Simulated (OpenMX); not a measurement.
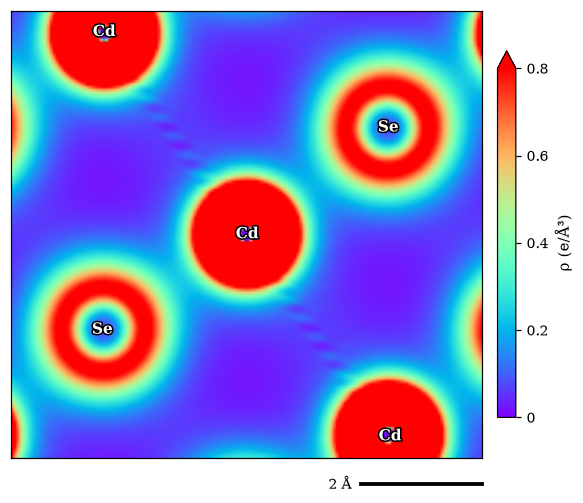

The picture shows: CdSe. Valence electron density on the (010) plane of the conventional cell.

Space group Cm; a structure from a database of computed crystals, not necessarily the ambient phase; changed on purpose from its base cell (atoms moved at random by about 0.05 A); computed pressure about 2 GPa in this cell.

These are results of Kohn-Sham DFT of a periodic cell, PBE, OpenMX 2013 PBE set (OpenMX), not measurements.

In a pseudopotential calculation such maps are meaningful between the atoms, not at the nuclei.

**Interpret the plot.**

The plane passes through Cd and Se nuclei.
Cd–Se (2.84 Å): ρ is about 0.25 e/Å³ halfway.
Cd–Se (2.91 Å): ρ is about 0.22 e/Å³ halfway.
Between the atoms the lowest density in this plane is 0.02 e/Å³.

**Does the calculation make it a metal, or give it a gap?**

It is gapped, with a Kohn–Sham gap of 0.27 eV on the k-point mesh (the band edges may lie off the mesh, which would make the gap smaller).
